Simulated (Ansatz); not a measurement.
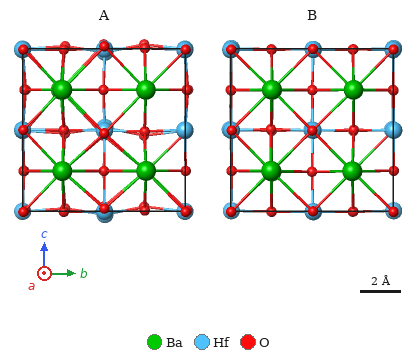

Two geometries of a defect cell of composition Ba7Hf8O23, drawn at one scale. One is the start of a relaxation, the other its converged end. Style: ball-and-stick. Shown: the cell of the calculation (origin shifted), along the a axis.

Theory: DFT, PBEsol, PAW, plane waves in Ansatz 0.2.0. Settings: plane-wave cutoff 420 eV; k-point mesh 1 × 1 × 1; mesh shifted by (0.25, 0.25, 0.25); no spin polarisation; atoms relaxed in a fixed cell; force threshold 0.03 eV/Å; at most 80 steps.

Q: Which one is relaxed?

A: Structure A is the relaxed one. The atom that moves furthest is an O atom (0.30 Å along [−1 0 −3]). Largest moves by element: O 0.30 Å, Ba 0.19 Å, Hf 0.15 Å. The cell stays as it was. Among the contacts that change: Ba–O 2.887 → 3.220 Å, Ba–O 2.926 → 3.215 Å, Ba–O 2.867 → 3.077 Å, Ba–Hf 3.522 → 3.732 Å. Among the angles between lasting bonds that change: O–Hf–O 178.9° → 159.7°, O–Hf–O 177.6° → 159.9°, O–Hf–O 177.2° → 159.7°. The energy falls by 3.394 eV per cell of the calculation in 6 geometry steps. Largest force component: 5 eV/Å at the start, 0.02 eV/Å at the end.

Limits of the set-up: the periodic images lie only 8.3 Å apart, so the values are limited by the cell's size.
